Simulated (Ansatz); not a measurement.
A series of calculations on H$_{6}$C$_{2}$O

Part 1: Relaxation

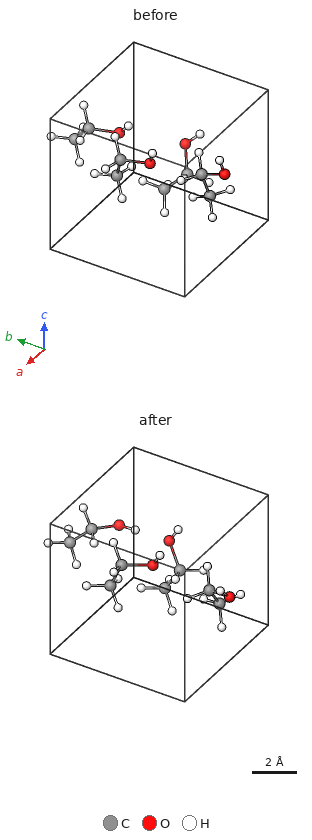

The structure of an amorphous cell of composition H6C2O before (top) and after (bottom) a relaxation, at one scale.

Style: ball-and-stick. Shown: the cell of the calculation, from a free direction.

The cell holds 4 CH3CH2OH. The run prepares the start of a later molecular dynamics calculation, from a guessed geometry.

Level of theory: Ansatz 0.2.0, DFT PBE, scalar-relativistic, plane waves, PAW. Settings: plane-wave cutoff 420 eV; k-point mesh 1 × 1 × 1; occupations fermi dirac; smearing width 0.02 eV; no spin polarisation; atoms relaxed in a fixed cell; force threshold 0.3 eV/Å; at most 15 steps.

Question: What changed between the two?

Answer: The energy falls by 35.8 meV per atom in 10 geometry steps. The largest force component goes from 0.64 to 0.2 eV/Å. The forces were under the threshold at step 1, but the run went on from there. The largest move is that of an H atom, 1.29 Å roughly along +b. Largest moves by element: H 1.29 Å, O 1.04 Å, C 0.64 Å. The lattice vectors keep their values. Near-neighbour distances that change, for instance: C–O 1.427 → 1.449 Å, H–O 0.971 → 0.988 Å, C–H 1.099 → 1.112 Å, C–H 1.092 → 1.098 Å. Bond angles that change, for instance: C–O–H 107.7° → 111.2°, C–C–O 107.1° → 109.6°.

Limits of the set-up: the program's low-accuracy preset was used; the periodic images lie only 7.3 Å apart, so the values are limited by the cell's size.

Part 2: Dynamics

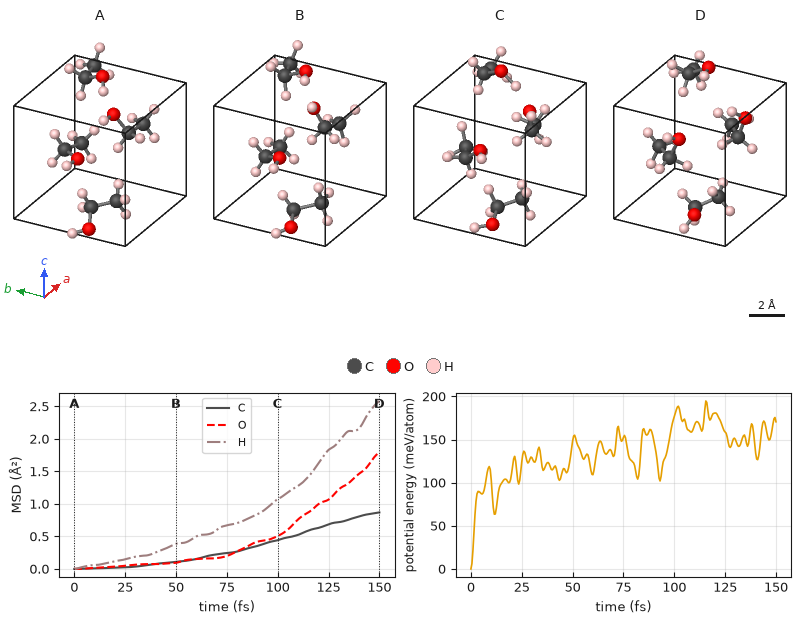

A Born-Oppenheimer molecular dynamics run of a periodic cell with 4 CH3CH2OH at 0.789 g/cm³, 150 fs long. Frames (A at 0 fs, B at 50 fs, C at 100 fs, D at 150 fs) and the history of the run. A ball-and-stick model of the simulation cell, seen from a free direction. Atoms that leave the cell re-enter on the other side.

Theory: DFT PBE, scalar-relativistic, plane waves, PAW (Ansatz). Set-up: plane-wave cutoff 420 eV; k-point mesh 1 × 1 × 1; Fermi-Dirac smearing 0.02 eV; low-accuracy preset; Langevin thermostat (NVT); set temperature 1500 K; time step 0.5 fs; friction 0.02 per fs.

### What happens in this trajectory?

Root-mean-square distances from the starting positions over the second half, with the common drift of all atoms taken out: H 1.21 Å, O 0.93 Å, C 0.75 Å. The heavy atoms stay within a fraction of a molecule's size of their starting places; so short a run doesn't tell a liquid from a solid. Over the second half the temperature averages 1572 K (spread ±157 K). The potential energy in the second half lies on average 154 meV per atom above the first frame.

Limits of the set-up: the program's low-accuracy preset was used; the periodic images lie only 7.3 Å apart, so the values are limited by the cell's size.

The run took 5.9 min on 1 thread of Intel(R) Xeon(R) 6975P-C (Granite Rapids), with other jobs on the host, peak memory 0.46 GiB.

Part 3: Dynamics

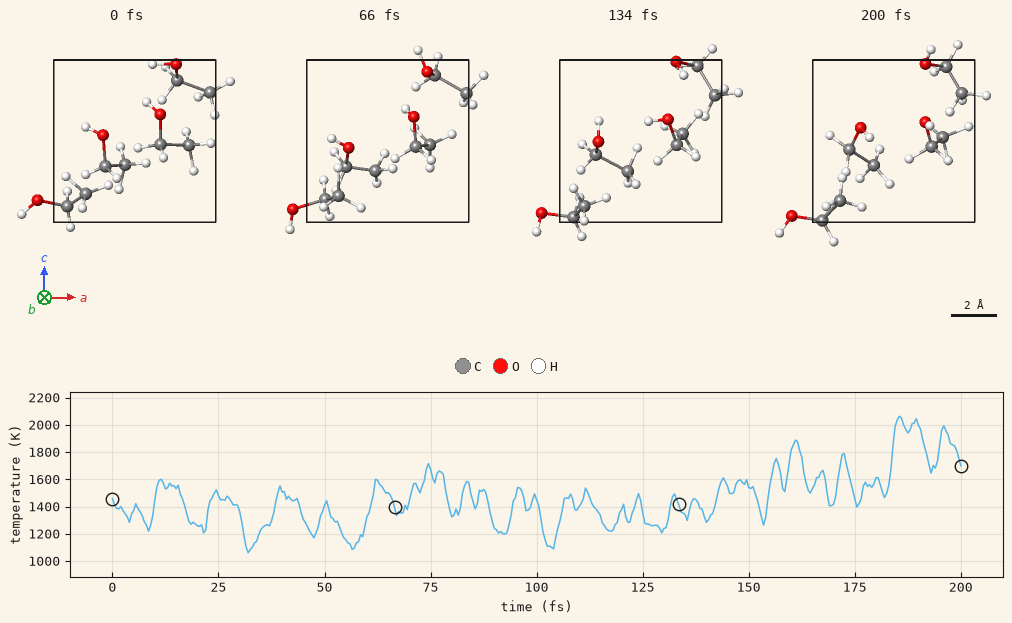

A Born-Oppenheimer molecular dynamics run of a periodic cell with 4 CH3CH2OH at 0.789 g/cm³, 200 fs long. It starts from the last geometry of an earlier run, with fresh velocities. Frames and the history of the run. A ball-and-stick model of the simulation cell, seen along the b axis. Atoms that leave the cell re-enter on the other side.

Level of theory: DFT PBE, scalar-relativistic, plane waves, PAW in Ansatz 0.2.0. Set-up: plane-wave cutoff 420 eV; k-point mesh 1 × 1 × 1; Fermi-Dirac smearing 0.02 eV; low-accuracy preset; Langevin thermostat (NVT); set temperature 1500 K; time step 0.5 fs; friction 0.01 per fs.

Describe the run.

Answer. In the second half of the run the atoms are, in the root-mean-square, this far from where they began (common drift taken out): H 1.37 Å, O 0.79 Å, C 0.75 Å. The heavy atoms stay within a fraction of a molecule's size of their starting places, while the hydrogen atoms travel further, as molecules turn; so short a run doesn't tell a liquid from a solid. Over the second half the temperature averages 1527 K (spread ±224 K). The potential energy in the second half lies on average 13.5 meV per atom above the first frame.

Limits of the set-up: the program's low-accuracy preset was used; the periodic images lie only 7.3 Å apart, so the values are limited by the cell's size.
